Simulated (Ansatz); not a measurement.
```
CELL_PARAMETERS angstrom
3.23972 0.00000 0.00000
-1.61986 2.80568 0.00000
0.00000 0.00000 5.29752
ATOMIC_POSITIONS crystal
Co 0.33333 0.66667 0.50336
Co 0.00000 0.00000 0.00347
O 0.33333 0.66667 0.87156
O 0.00000 0.00000 0.37161
```

Space group P6₃mc; a structure from a database of computed crystals, not necessarily the ambient phase; computed pressure about −14 GPa in this cell; the program warned that a starting moment wasn't kept; spin-polarised.

Level of theory: Kohn-Sham DFT of a periodic cell, PBEsol, Ansatz PAW (Ansatz).

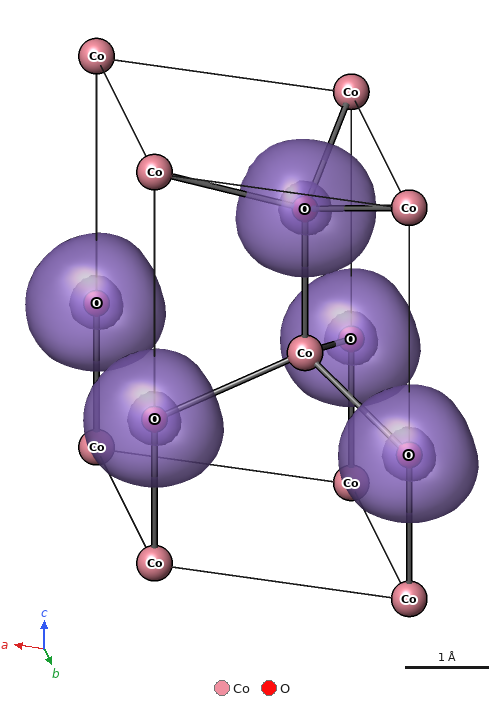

CoO. Isosurface of the ELF at 0.65 (purple), seen at an oblique angle. Only the valence region is drawn (cores and ρ < 0.01 e/Å³ removed). Sticks mark near contacts.

Q: Identify the bonds, lone pairs and shells in this picture.

A: The ELF exceeds this value in two regions wrapped around O (the valence shell of each), counted in one cell of 4 atoms. Any copies at cell faces, edges or corners count once. Profiles from the grid: Co–O (1.95 Å): the ELF peaks at about 0.85 in the valence shell of O, 0.6 Å from its nucleus, and is about 0.20 at the midpoint: no shared electron pair shows on this line. Co–O (2.00 Å): the ELF peaks at about 0.85 in the valence shell of O, 0.6 Å from its nucleus, and is about 0.15 at the midpoint: no shared electron pair shows on this line.

Q: Which magnetic arrangement did the calculation end in?

A: Antiferromagnetic in this solution, which needn't be the ground state, with some nearest magnetic neighbours parallel and some opposed; site moments Co: +2.1 μB and −2.1 μB in one cell of 4 atoms, with smaller moments on O (±0.16 μB).
